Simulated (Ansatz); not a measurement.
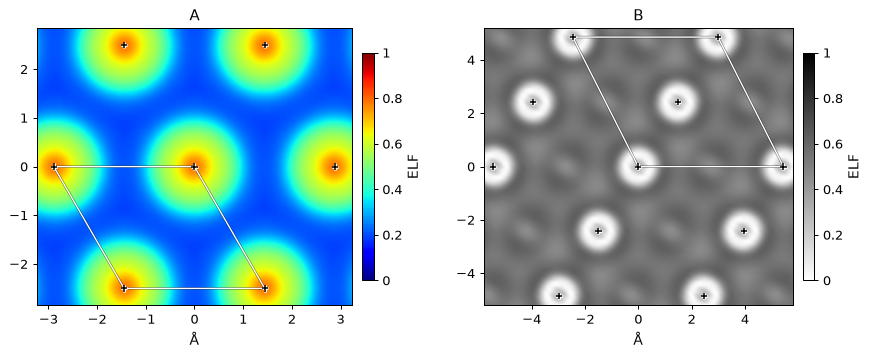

The ELF of 2 systems, each on a plane through atoms (crosses mark nuclei in the plane).

Theory: Ansatz 0.2.0, DFT PBEsol, scalar-relativistic, plane waves, PAW.

System 1: Au, the (001) plane of the conventional cell. Space group R-3m; not relaxed (largest force 0.9 eV/Å).

```xyz
6
Lattice="2.0419 0.0000 2.0419 -2.0419 2.0419 0.0000 -8.1677 -8.1677 8.1677" Properties=species:S:1:pos:R:3 pbc="T T T"
Au    0.0289    0.0289    2.0131
Au   -4.0550   -2.0130    4.0550
Au   -6.0970   -6.0970    6.0970
Au   -4.1127   -4.1128    6.1547
Au   -2.0708   -2.0708    2.0708
Au   -8.1966   -6.1547    8.1966
```

System 2: Al, the (001) plane of the calculation cell. Space group P6₃/mmc; a structure from a database of computed crystals, not necessarily the ambient phase.

Which map belongs to which system?

Panel A is system 1, Au: the plane holds Au. Au–Au (2.89 Å): the ELF is about 0.20 at the midpoint (no localised pair shows between them). Panel B is system 2, Al: the plane holds Al. Al–Al (2.85 Å): the ELF peaks at about 0.65 between the atoms.
